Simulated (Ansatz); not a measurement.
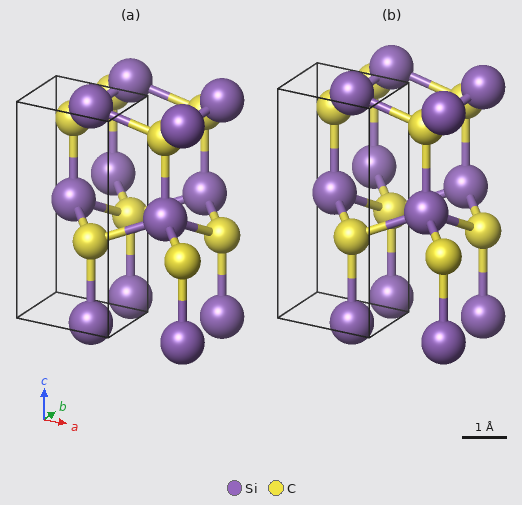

Left: solid SiC (set up in P6_3mc). Right: the same structure after one change, at the same scale. A ball-and-stick model of the cell of the calculation, repeated 2 × 2 × 1 with one cell outlined, seen slightly off an axis.

All numbers below come from Ansatz 0.2.0, DFT r2SCAN, scalar-relativistic, plane waves, PAW. (plane-wave cutoff 500 eV; k-point mesh 12 × 12 × 6; occupations gaussian; smearing width 0.02 eV; no spin polarisation)

What distinguishes the right structure from the left one?

Strain along c alone, +6.0 %, is applied. The other axes are held and the atoms relaxed.

How do the computed properties respond?

The drawn cell changes as follows: a = b unchanged at 3.075 Å, c 5.048 → 5.351 Å (+6.0 %); the volume changes by +6.0 %. The largest moves relative to the cell, 0.006 Å, are those of Si and C atoms. Largest moves by element: Si 0.006 Å, C 0.006 Å. Among the bonded contacts that change: C–Si 1.897 → 1.999 Å, C–Si 1.883 → 1.900 Å. The space group stays P6_3mc (No. 186). Energy change: +60.3 meV per atom. The pressure goes from 0.0 to −11.0 GPa. The principal stresses (compression positive) are −29.3 GPa along c and −1.9 GPa across it.
